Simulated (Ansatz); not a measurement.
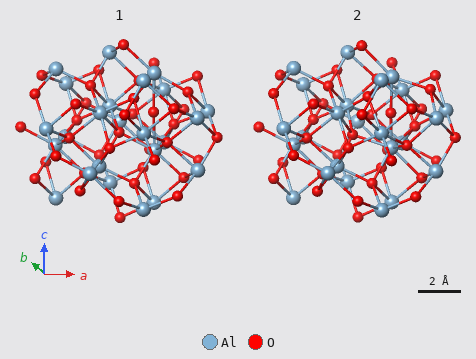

Two geometries of a defect cell of composition Al₄₈O₇₃ (cell charge −1), drawn at one scale. One is the start of a relaxation, the other its converged end. Style: ball-and-stick. Shown: the atoms within 5.0 Å of the atom that moves most (axes of the cell of the calculation (origin shifted)), from a free direction.

These are results of DFT, PBEsol, PAW, plane waves in Ansatz, not measurements. Settings: plane-wave cutoff 420 eV; k-point mesh 1 × 1 × 1; mesh shifted by (0.25, 0.25, 0.25); collinear spin; atoms relaxed in a fixed cell; force threshold 0.03 eV/Å; at most 80 steps.

Q: Which one is relaxed?

A: Structure 2 is the relaxed one. After 6 geometry steps the energy has fallen by 5.915 eV per cell of the calculation. The largest force component goes from 5.5 to 0.029 eV/Å. The atom that moves furthest is an O atom (0.30 Å along [−2 1 −1]). Largest moves by element: O 0.30 Å, Al 0.18 Å. The cell doesn't change. Near-neighbour distances that change, for instance: Al–O 1.956 → 1.781 Å, Al–O 2.002 → 1.851 Å, Al–O 1.925 → 2.063 Å, Al–O 1.872 → 2.002 Å. Among the angles between lasting bonds that change: Al–O–Al 132.9° → 117.5°, O–Al–O 92.8° → 108.0°, Al–O–Al 131.6° → 146.1°.

Limits of the set-up: the cell is charged, on a uniform background, and energies carry no finite-size correction.
